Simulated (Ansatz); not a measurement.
Single-point calculation, with input and output: NiSi₃

The run: single-point calculation of NiSi₃ (4 atoms in the cell). Method and program: DFT PBEsol, scalar-relativistic, plane waves, PAW, spin-polarised (Ansatz 0.2.0).

The structure was built on a prototype by a generator; it need not be a known phase. It belongs to a series of runs on one base structure; here: large parallel starting moments. Figures and captions count atoms from 1; the log counts them from 0 in places.

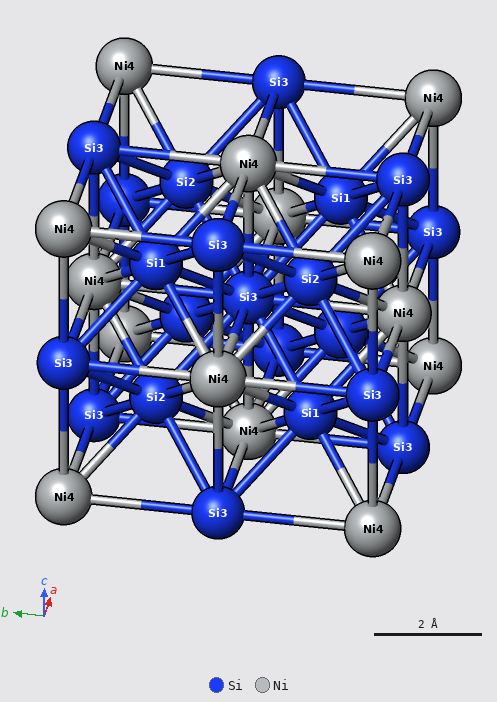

Fig. 1: The structure (ball-and-stick view of the cell 4 times as large as that of the calculation, set on its symmetry axes, seen at an oblique angle; atoms are numbered from 1 in the order of the input). An atom can appear more than once, as a periodic image.

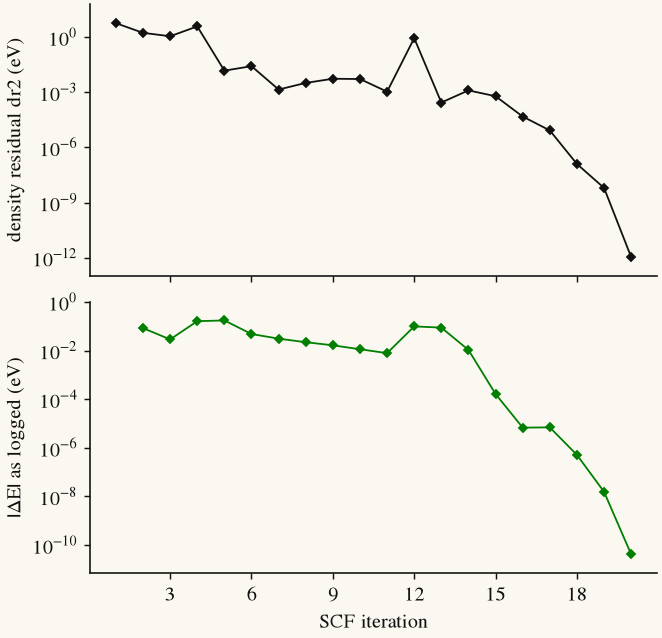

Fig. 2: Convergence of the self-consistent field: density residual dr2 and size of the energy change against the SCF iteration. The residual falls unevenly and jumps up by a factor of two or more 4 times on the way down.

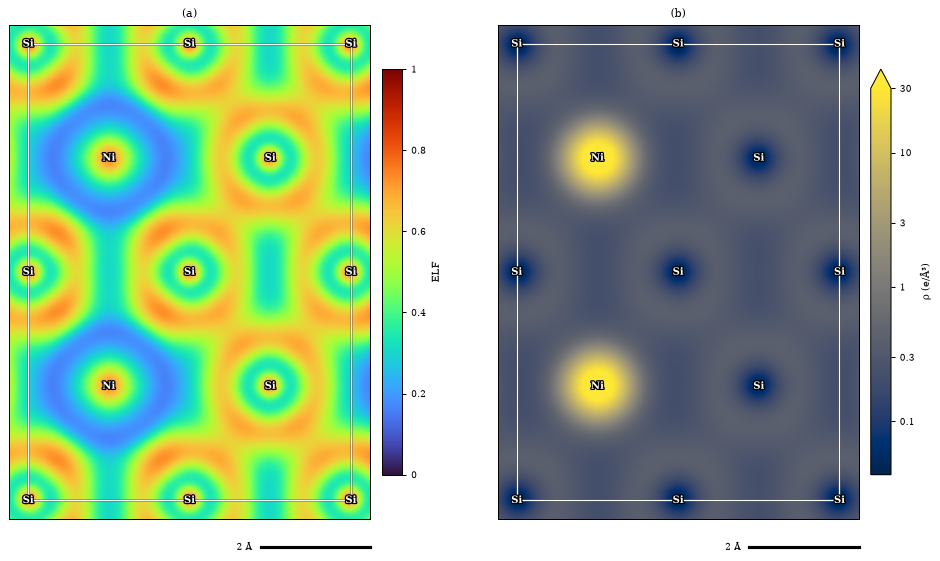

Fig. 3: (a) ELF; (b) valence pseudo-density on the (011) plane of the conventional cell. The section cuts through Si and Ni sites. Si–Si (2.56 Å): ρ is about 0.34 e/Å³ halfway, a local maximum along the line; the ELF peaks at about 0.70 between the atoms. Si–Ni (2.56 Å): ρ at the midpoint is about 0.32 e/Å³; the ELF is about 0.45 at the midpoint. Si–Ni (2.95 Å): the density is about 0.21 e/Å³ at the midpoint; the ELF peaks at about 0.65 in the valence shell of Si, 0.9 Å from its nucleus, and drops to about 0.15 between the two atoms. Away from the nuclei the density in this plane falls to 0.21 e/Å³ at its lowest. The strong features right at Ni lie inside the PAW spheres (semicore, d or f shells) and say nothing about bonding. Core electrons are frozen (PAW), so the fields are smoothed inside the atomic spheres.

The input that produced these results follows, with the program's output.

**Input file**
```yaml
crystal:
  lattice:
    - [0.0, 2.9546283616, 2.9546283616]
    - [2.9546283616, 0.0, 2.9546283616]
    - [2.9546283616, 2.9546283616, 0.0]
  atoms:
    - { symbol: Si, position: [0.25, 0.25, 0.25] }
    - { symbol: Si, position: [0.75, 0.75, 0.75] }
    - { symbol: Si, position: [0.5, 0.5, 0.5] }
    - { symbol: Ni, position: [0.0, 0.0, 0.0], spin: 2.5 }
basis:
  ecutwfc: 420
kpoints:
  mp_grid: { grid: [12, 12, 12] }
hamiltonian:
  xc: pbesol
scf:
  occupations: { method: gaussian, width: 0.1 }
  lower_state_search: "off"
output:
  forces: true
  stress: true
  eigenvalues: true
  populations: true
  write_density: true
  write_potential: true
  elf: true
  volumetric_format: npy
magnetization:
  spin_polarized: true
```

Command:
```bash
ansatz run input.yaml --threads 1 --pin off --max-ram 2560MiB --backend cpu --events-out ev --progress --plain --runs-dir out
```

**The program's output**
```
Engine: ansatz 0.2.0, aarch64-unknown-linux-gnu
Pseudopotentials: kind: paw
Pseudopotential: Si, paw, valence charge 4, recommended cutoff 420 eV (normal), Si.paw.azcp
Pseudopotential: Ni, paw, valence charge 18, recommended cutoff 420 eV (normal), Ni.paw.azcp
Functional definition: PBEsol
  exchange = pbesol_x
  correlation = pbesol_c
Crystal: 4 atoms, lattice volume = 51.587 Å³
Basis set: ecut = 420 eV, 965 PW (Γ), exchange–correlation on 60×60×60 points (8 copies of the dense FFT grid, shifted against one another)
Bands: 21, of which v1, the nominal top of the filled ones, is band 15 counted from 1 (14 counted from 0)
Symmetry: 48 space group operations
Space group: Fm-3m (ITA 225), of the structure as read, at distance tolerance 3.7e-5 Å
Magnetic group: BNS 225.116 (UNI 1618), of the structure as read, at distance tolerance 3.7e-5 Å
k-points: 72 of 1728
Non-local potential: Si, projectors of the file, l = 0: 2, l = 1: 2, l = 2: 2
Non-local potential: Ni, projectors of the file, l = 0: 3, l = 1: 2, l = 2: 3, l = 3: 1
PAW form: soft (Blöchl's): semilocal exchange-correlation on the pseudo side does not see the compensation charge
PAW frozen core: Si, regenerated for the run's functional, and the local potential with it (the file was generated under x = pbe(κ = 0.804, μ = 0.2195149727645171), c = pbe(β = 0.06672455060314922))
PAW frozen core: Ni, regenerated for the run's functional, and the local potential with it (the file was generated under x = pbe(κ = 0.804, μ = 0.2195149727645171), c = pbe(β = 0.06672455060314922))
PAW one-centre angular grid: Si, 110 points (default); XC on 64 Gauss nodes
PAW one-centre angular grid: Ni, 590 points (default); XC on 64 Gauss nodes
Initial density: superposition of atomic densities (chi_scale 0.1, normalization cell)
Starting moments: Σ|m| = 2.5 μB on 1 of 4 sites
Initial wavefunctions: pseudopotential atomic-orbital guess
Functional: x = pbesol(κ = 0.804, μ = 0.12345679012345678), c = pbesol(β = 0.046)
SCF iter   1: F=—  HF=-7668.455521 eV  |F-HF|=—  |Δ(HF+E_count)|=         —  Δρ=1.74e-1 (↑7.04e-2 ↓1.74e-1)  dr2=5.70e0  dr2_m=6.93e0  M=0.500 μB ∫|m|=0.634 μB  β_m=0.30  ethr=3.10e-3  ⟨swp⟩=5.7  Hψ=14051  notcnv=0
preconditioner: auto → Kerker (q_TF=auto, 2.493 Å⁻¹)  [metal: Δε(μ)=0.002 eV  Ē_g=8.482 eV  σ=0.100 eV  W_gap=0.01  n_scr=14 (ndim 8)  ℏωp=24.2 eV  f_vac=0.000  D(μ)=1.70/eV (n_scr^D=14)]
spin=Collinear: Kerker preconditioning applied to the charge; magnetization (m = ρ↑ − ρ↓) channel mixes plain (no charge-response kernel on spin).
SCF iter   2: F=—  HF=-7668.538971 eV  |F-HF|=—  |Δ(HF+E_count)|=   8.35e-2  Δρ=9.58e-2 (↑9.58e-2 ↓2.70e-2)  dr2=1.70e0  dr2_m=1.63e0  M=0.891 μB ∫|m|=1.058 μB  β_m=0.30  ethr=3.10e-3  ⟨swp⟩=2.9  Hψ=7076  notcnv=0  defer=150
SCF iter   3: F=—  HF=-7668.510230 eV  |F-HF|=—  |Δ(HF+E_count)|=   2.87e-2  Δρ=8.75e-2 (↑5.07e-2 ↓8.75e-2)  dr2=1.11e0  dr2_m=2.22e0  M=0.509 μB ∫|m|=0.646 μB  β_m=0.30  ethr=3.10e-3  ⟨swp⟩=2.1  Hψ=5751  notcnv=0  defer=138
SCF iter   4: F=—  HF=-7668.671312 eV  |F-HF|=—  |Δ(HF+E_count)|=   1.61e-1  Δρ=7.36e-2 (↑7.36e-2 ↓2.25e-2)  dr2=3.81e0  dr2_m=3.26e-1  M=0.846 μB ∫|m|=0.986 μB  β_m=0.30  ethr=3.10e-3  ⟨swp⟩=2.8  Hψ=5369  notcnv=0  defer=137
SCF iter   5: F=—  HF=-7668.497853 eV  |F-HF|=—  |Δ(HF+E_count)|=   1.73e-1  Δρ=4.41e-2 (↑3.88e-2 ↓4.41e-2)  dr2=1.49e-2  dr2_m=8.13e-1  M=0.509 μB ∫|m|=0.636 μB  β_m=0.30  ethr=3.10e-3  ⟨swp⟩=2.2  Hψ=4985  notcnv=0  defer=140
SCF iter   6: F=—  HF=-7668.545664 eV  |F-HF|=—  |Δ(HF+E_count)|=   4.78e-2  Δρ=3.65e-2 (↑3.65e-2 ↓2.84e-2)  dr2=2.61e-2  dr2_m=4.98e-1  M=0.473 μB ∫|m|=0.585 μB  β_m=0.30  ethr=4.97e-5  ⟨swp⟩=2.5  Hψ=4962  notcnv=0  defer=140
SCF iter   7: F=—  HF=-7668.576443 eV  |F-HF|=—  |Δ(HF+E_count)|=   3.08e-2  Δρ=2.90e-2 (↑2.90e-2 ↓2.71e-2)  dr2=1.40e-3  dr2_m=3.72e-1  M=0.403 μB ∫|m|=0.503 μB  β_m=0.30  ethr=4.97e-5  ⟨swp⟩=1.5  Hψ=3568  notcnv=0  defer=140
SCF iter   8: F=—  HF=-7668.598465 eV  |F-HF|=—  |Δ(HF+E_count)|=   2.20e-2  Δρ=2.54e-2 (↑2.26e-2 ↓2.54e-2)  dr2=3.21e-3  dr2_m=2.72e-1  M=0.348 μB ∫|m|=0.436 μB  β_m=0.30  ethr=4.66e-6  ⟨swp⟩=2.4  Hψ=5131  notcnv=0  defer=140
SCF iter   9: F=—  HF=-7668.614827 eV  |F-HF|=—  |Δ(HF+E_count)|=   1.64e-2  Δρ=2.20e-2 (↑1.85e-2 ↓2.20e-2)  dr2=5.40e-3  dr2_m=1.94e-1  M=0.305 μB ∫|m|=0.381 μB  β_m=0.30  ethr=4.66e-6  ⟨swp⟩=2.1  Hψ=3935  notcnv=0  defer=140
SCF iter  10: F=—  HF=-7668.626115 eV  |F-HF|=—  |Δ(HF+E_count)|=   1.13e-2  Δρ=1.87e-2 (↑1.54e-2 ↓1.87e-2)  dr2=5.23e-3  dr2_m=1.37e-1  M=0.268 μB ∫|m|=0.334 μB  β_m=0.30  ethr=4.66e-6  ⟨swp⟩=2.0  Hψ=4081  notcnv=0  defer=140
Mixer restart at iter 10: flushing history
spin-set hold released at iteration 10 (site moments contracting): the magnetisation degrees of freedom join the quasi-Newton model from the next iteration; the mixer history was flushed
SCF iter  11: F=—  HF=-7668.633938 eV  |F-HF|=—  |Δ(HF+E_count)|=   7.82e-3  Δρ=1.50e-2 (↑1.50e-2 ↓1.31e-2)  dr2=1.07e-3  dr2_m=9.36e-2  M=0.240 μB ∫|m|=0.298 μB  β_m=0.60  ethr=4.66e-6  ⟨swp⟩=2.1  Hψ=4572  notcnv=0  defer=138
SCF iter  12: F=—  HF=-7668.732108 eV  |F-HF|=—  |Δ(HF+E_count)|=   9.82e-2  Δρ=3.21e-2 (↑1.70e-2 ↓3.21e-2)  dr2=8.76e-1  dr2_m=2.78e-2  M=0.098 μB ∫|m|=0.125 μB  β_m=0.14  ethr=3.58e-6  ⟨swp⟩=3.7  Hψ=7454  notcnv=0  defer=143  recentre
SCF iter  13: F=—  HF=-7668.644354 eV  |F-HF|=—  |Δ(HF+E_count)|=   8.78e-2  Δρ=1.03e-2 (↑1.03e-2 ↓9.32e-3)  dr2=2.75e-4  dr2_m=4.57e-2  M=0.179 μB ∫|m|=0.221 μB  β_m=0.49  ethr=3.58e-6  ⟨swp⟩=3.3  Hψ=8129  notcnv=0  defer=146
SCF iter  14: F=—  HF=-7668.654912 eV  |F-HF|=—  |Δ(HF+E_count)|=   1.06e-2  Δρ=1.56e-3 (↑1.56e-3 ↓4.79e-4)  dr2=1.26e-3  dr2_m=2.51e-4  M=0.025 μB ∫|m|=0.033 μB  β_m=0.74  ethr=9.15e-7  ⟨swp⟩=2.9  Hψ=6014  notcnv=0  defer=143
SCF iter  15: F=—  HF=-7668.655075 eV  |F-HF|=—  |Δ(HF+E_count)|=   1.63e-4  Δρ=7.23e-4 (↑7.23e-4 ↓5.68e-4)  dr2=6.07e-4  dr2_m=1.75e-5  M=0.009 μB ∫|m|=0.011 μB  β_m=0.87  ethr=9.15e-7  ⟨swp⟩=2.3  Hψ=4281  notcnv=0  defer=143
SCF iter  16: F=—  HF=-7668.655068 eV  |F-HF|=—  |Δ(HF+E_count)|=   6.76e-6  Δρ=1.88e-4 (↑1.88e-4 ↓1.69e-4)  dr2=4.76e-5  dr2_m=3.96e-7  M=0.001 μB ∫|m|=0.001 μB  β_m=0.93  ethr=9.15e-7  ⟨swp⟩=2.2  Hψ=4007  notcnv=0  defer=143
SCF iter  17: F=—  HF=-7668.655075 eV  |F-HF|=—  |Δ(HF+E_count)|=   6.92e-6  Δρ=1.05e-4 (↑4.92e-5 ↓1.05e-4)  dr2=8.35e-6  dr2_m=4.59e-7  M=0.001 μB ∫|m|=0.001 μB  β_m=0.83  ethr=1.59e-7  ⟨swp⟩=1.0  Hψ=2877  notcnv=0  defer=143
SCF iter  18: F=—  HF=-7668.655075 eV  |F-HF|=—  |Δ(HF+E_count)|=   5.11e-7  Δρ=1.79e-5 (↑1.79e-5 ↓4.04e-6)  dr2=1.25e-7  dr2_m=4.60e-8  M=0.000 μB ∫|m|=0.000 μB  β_m=0.92  ethr=2.78e-8  ⟨swp⟩=1.7  Hψ=3277  notcnv=0  defer=143
iter 19 did not close the SCF: its close was put off for a magnetic moment that had not settled (scf_convergence_deferred on its scf_iter line)
SCF iter  19: F=-7668.655075 eV  HF=-7668.655075 eV  |F-HF|=5.00e-9  |Δ(HF+E_count)|=   1.55e-8  Δρ=2.10e-6 (↑2.10e-6 ↓1.75e-6)  dr2=6.23e-9  dr2_m=2.15e-10  M=0.000 μB ∫|m|=0.000 μB  β_m=0.96  ethr=3.33e-10  ⟨swp⟩=11.0  Hψ=17909  notcnv=0
SCF iter  20: F=-7668.655075 eV  HF=-7668.655075 eV  |F-HF|=2.73e-12  |Δ(HF+E_count)|=  4.18e-11  Δρ=1.02e-7 (↑1.02e-7 ↓6.35e-8)  dr2=1.08e-12  dr2_m=2.53e-12  M=0.000 μB ∫|m|=0.000 μB  ethr=2.08e-11  ⟨swp⟩=4.9  Hψ=13146  notcnv=0
WARN: the starting moments were not kept: the SCF closed with an absolute magnetisation of 1.2e-6 μB, where they sum to 2.5 μB in size (1 site). That is at most 0.1 of that sum. Measured as dr2_m measures the in/out step, that magnetisation stands 1.1e-13 eV from none, at or under the dr2_threshold of 1.0e-7 eV: it is no larger than a step whose dr2_m would equal this threshold. The system may hold no moment; this SCF shows only that its start led to no more than that. To try another start: raise the starting moments (crystal.atoms[].spin, magnetization.per_species, magnetization.initial_magnetization, or on a non-collinear deck that types none of these the spinor_matrix: blocks that start its atoms; where the total moment is fixed, keep their sum and leave initial_magnetization as it is; typed ones take the place of any that the run laid by itself, positive ones on a crystal's lanthanoids without a Hubbard term where scf.initial_density.shell_occupations: [] is typed) or, if the notice of its spin-set hold's release reads "site moments contracting" or "site moments show no strong build", lengthen the hold (scf.mixing.spin_hold: { on: { confirm: 4 } }; for m-r²SCAN on two components see the key's manual first). Each may lead to a state that holds a moment. A second SCF, from the converged charge density, with the starting moments and any scf.initial_density.shell_occupations laid on it anew, would have followed, and was not run: the deck does not ask for one (magnetization.retry_lost_moments is false, the default). To let it run, set magnetization.retry_lost_moments: true and run the deck again, where that key's refused combinations let it; where memory then withholds it, that run's warning says so.
SCF 1 converged in 20 iterations: F = -7668.655075 eV  dr2 = 1.08e-12
  greatest PAW one-centre occupation: 1.001 electrons in one spin orbital (limit 2), on the Ni atom at site 3 (counted from 0), in its partial waves of l = 1
SCF converged after 20 iterations
Magnetization: 0.0000 μB (15.0000 up, 15.0000 down)
Absolute magnetization: 0.0000 μB (∫|ρ↑−ρ↓|, with the PAW one-centre terms)
Spin contamination: 0.0000 ħ² per cell (⟨S²⟩ above its minimum at these occupations)
Per-site moments (μB) at R_I (Å): [(-8.456628794330569e-9, 1.055498078203633), (-8.45662879578363e-9, 1.0554980782036325), (-2.22570991902113e-8, 1.0554980782036325), (2.962054337357376e-7, 1.0554980782036327)]
Free energy (F): -7668.655075 eV
Harris-Foulkes:  -7668.655075 eV  (|F-HF|=2.73e-12)
Internal energy: -7668.640027 eV  (E = F + TS)
E sigma→0 (E₀):  -7668.647551 eV
Entropy (-TS):   -0.015048 eV (-3.762 meV/atom)
Fermi energy:    13.086697 eV
--- Per-component energies (eV) ---
  E_band       = -295.907404
  E_kinetic    = 411.049559
  E_local      = -4957.149153  (includes V_loc(G=0)·N_el)
  E_nonlocal   = 717.231108
  E_hartree    = 2162.243949
  E_xc         = -252.881808
  E_vxc        = -255.325459  (∫ρ·V_xc dr)
  E_paw        = -3093.754734  (= ΣΔE_a)
  E_vpaw       = -536.201891  (= ΣTr[D̂ρ^β])
  E_aug_tail   = 0.000511  (compensation charges beyond the density's cutoff)
  E_ewald      = -2655.671429
  E_core_change = 0.291971  (= ΣΔE_core)
  E_smearing   = -0.015048  (= −TS)
  E_closure    = -0.000000  (closes the sum)
  Σ components = -7668.655075   (vs F -7668.655075, Δ=0.00e0)
--- Forces (eV/Å), atoms counted from 1 ---
  atom   1  Si    -0.00000000    -0.00000000    -0.00000000
  atom   2  Si    -0.00000000    -0.00000000    -0.00000000
  atom   3  Si     0.00000000    -0.00000000     0.00000000
  atom   4  Ni    -0.00000000     0.00000000     0.00000000
  max |Σ_I F_I| component: 2.78e-17 eV/Å
--- Stress (GPa, compression-positive) ---
        0.010626       0.000000      -0.000000
       -0.000000       0.010626      -0.000000
        0.000000      -0.000000       0.010626
  P = ⅓ Tr σ = 0.0106 GPa (0.106 kbar)
--- Band table (eV; the first three rows and the last of 144) ---
  k-point 0 ↑: bands = ["-90.0887", "-50.6491", "-50.6491", "-50.6491", "-1.2713", "8.6023", "8.6023", "8.6023", "10.2168", "10.4686", "10.4686", "10.8647", "10.8647", "10.8647", "12.6050", "13.4413", "13.4413", "13.4413", "14.9472", "14.9472", "14.9472"]
  k-point 1 ↑: bands = ["-90.0887", "-50.6491", "-50.6491", "-50.6491", "-1.1855", "7.9486", "8.5806", "8.5806", "10.2125", "10.2125", "10.3107", "10.7430", "11.1899", "11.1899", "12.9174", "13.3895", "13.3895", "13.6754", "14.7535", "14.7535", "15.1651"]
  k-point 2 ↑: bands = ["-90.0887", "-50.6491", "-50.6491", "-50.6491", "-0.9291", "6.7179", "8.5065", "8.5065", "9.7632", "9.9726", "9.9726", "11.2956", "11.5988", "11.5988", "12.6507", "13.1028", "13.1028", "14.6472", "14.7105", "14.7105", "16.0267"]
  k-point 71 ↓: bands = ["-90.0887", "-50.6493", "-50.6493", "-50.6492", "3.0846", "3.4931", "3.4931", "5.4996", "9.8250", "9.8250", "10.5833", "10.6138", "11.1906", "13.0699", "13.0699", "13.1335", "14.0023", "17.2487", "19.2540", "19.2540", "19.3389"]
--- Löwdin populations: 4 sites ---
  site symbol       q [e]    m [muB]
     0     Si      4.0211     0.0000
     1     Si      4.0211     0.0000
     2     Si      4.0004     0.0000
     3     Ni     17.4632     0.0000
  spilling = 0.016470 (of n_electrons = 30.000000)
```

**File populations.tsv**
```
# site	symbol	l	j	q_up	q_dn
# orbitals = lowdin
# n_electrons = 30.000000
# spilling = 0.016470
0	Si	0_3S	-	0.726043	0.726043
0	Si	1_3P	-	1.284523	1.284522
1	Si	0_3S	-	0.726043	0.726043
1	Si	1_3P	-	1.284523	1.284522
2	Si	0_3S	-	0.704913	0.704913
2	Si	1_3P	-	1.295311	1.295311
3	Ni	0_3S	-	0.995497	0.995497
3	Ni	0_4S	-	0.283858	0.283858
3	Ni	1_3P	-	2.997589	2.997589
3	Ni	2_3D	-	4.454651	4.454651
```

**Results in brief**

| quantity | value |
| --- | --- |
| outcome | converged |
| space group (tolerance 0.01 Å) | Fm-3m (225) |
| electrons treated | 30 |
| free energy | −7668.6551 eV |
| Fermi energy | 13.087 eV |
| gap on the k-point mesh | none (metallic) |
| net moment of the cell | 0.00 μB |
| integrated absolute moment | 0.00 μB |
| pressure | 0.01 GPa |
| largest force (length of the vector) | under 0.001 eV/Å |
| hardware | 1 thread of Arm Neoverse V2, 24 GiB of memory available, shared host |
| wall time | 17 s |
| peak memory | 0.41 GiB |

**Notes**

The program warns: some starting moments were not kept.
